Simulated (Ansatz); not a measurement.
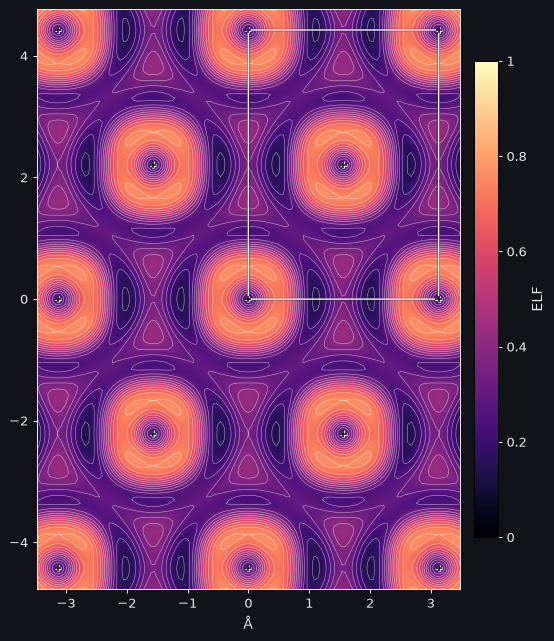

The electron localisation function on a plane through atoms (crosses mark nuclei in the plane).

All numbers below come from DFT PBEsol, scalar-relativistic, plane waves, PAW in Ansatz.

Candidates:
A. WS$_{2}$, a = 3.15 Å, b = 3.15 Å, c = 16.95 Å, α = 90.00°, β = 90.00°, γ = 120.00°. Space group P-6m2; a structure from a database of computed crystals, not necessarily the ambient phase.
B. Mo, a = 3.13 Å, b = 3.13 Å, c = 3.13 Å, α = 90.00°, β = 89.99°, γ = 90.00°. Space group Im-3m; computed without spin polarisation.

### Which candidate gave the map?

Candidate B: Mo on the (110) plane of the conventional cell, which holds Mo. Mo–Mo (2.71 Å): the ELF is about 0.30 at the midpoint; no shared electron pair shows on this line.
